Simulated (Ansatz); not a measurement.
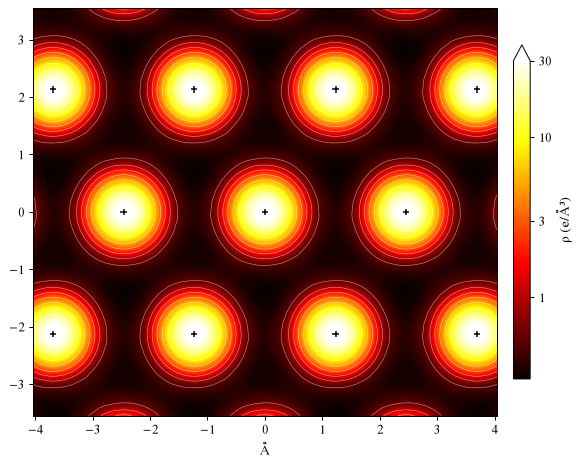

The valence charge density (pseudo) on a plane through atoms (crosses mark nuclei in the plane).

These are results of Ansatz 0.2.0, DFT, PBEsol, plane waves (420 eV) with PAW, scalar-relativistic, not measurements.

Candidates:
A. Al, a = 3.21 Å, b = 3.21 Å, c = 3.21 Å, α = 90.00°, β = 90.00°, γ = 90.00°. Space group Im-3m; set up as Al, bcc; a generated structure, not necessarily the stable one; changed on purpose from its base cell (volume × 1.0); computed without spin polarisation.
B. Fe, a = 2.46 Å, b = 2.46 Å, c = 3.89 Å, α = 90.00°, β = 90.00°, γ = 120.00°. Space group P6₃/mmc; set up as Fe, hcp; a generated structure, not necessarily the stable one; changed on purpose from its base cell (volume × 1.04); computed pressure about −12 GPa in this cell; the program warned that a starting moment wasn't kept; spin-polarised, but the moments vanished.

Which candidate gave the map?

Candidate B: Fe on the (001) plane of the conventional cell, which holds Fe. Fe–Fe (2.46 Å): the density is about 0.38 e/Å³ at the midpoint.
